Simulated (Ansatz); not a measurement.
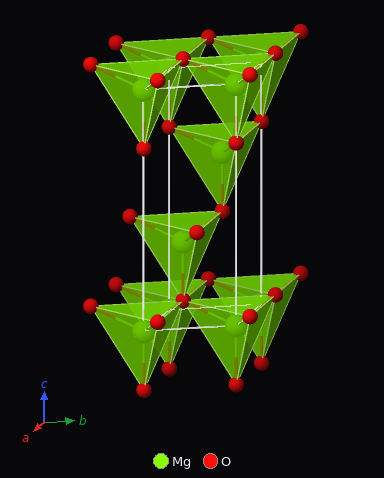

Polyhedral representation of a periodic structure, projected slightly off an axis. The conventional unit cell is outlined; an atom on or near a face, edge or corner is repeated at each equivalent position. Some atoms of the next cells are drawn as well.

MgO, space group R3m (No. 160), a = 3.098 Å, b = 3.098 Å, c = 8.081 Å, α = 90.00°, β = 90.00°, γ = 120.00°. The model was built from a structure type filled with these elements by a generator (whether the compound takes this form wasn't checked). The cell was then strained or its atoms displaced on purpose. A calculation with Ansatz used it as input.

This one geometry was computed with Ansatz (DFT, plane waves, PAW) at three levels of theory: PBE, r2SCAN and HSE06. It was relaxed with r2SCAN and then strained.

**Which level gives the highest pressure at this volume, and what does that say about its equilibrium volume?**

Highest: PBE (12.3 GPa), which points to the largest equilibrium volume. Lowest, with the smallest volume: r2SCAN (8.2 GPa) and HSE06 (8.2 GPa). Levels within 0.5 GPa of each other can't be told apart.

**How does the band gap change with the level of theory?**

PBE: a gap of 3.81 eV, direct; r2SCAN: a gap of 4.50 eV, direct; HSE06: a gap of 5.45 eV, direct.

**Collect the results in a table.**

| level | cutoff (eV) | k-mesh of the run's cell | gap (eV) | pressure (GPa) |
| --- | --- | --- | --- | --- |
| PBE | 420 | 10×10×10 | 3.81 | 12.3 |
| r2SCAN | 500 | 10×10×10 | 4.50 | 8.2 |
| HSE06 | 420 | 8×8×8 | 5.45 | 8.2 |

Gaps are taken on the k-mesh or band path of each run.
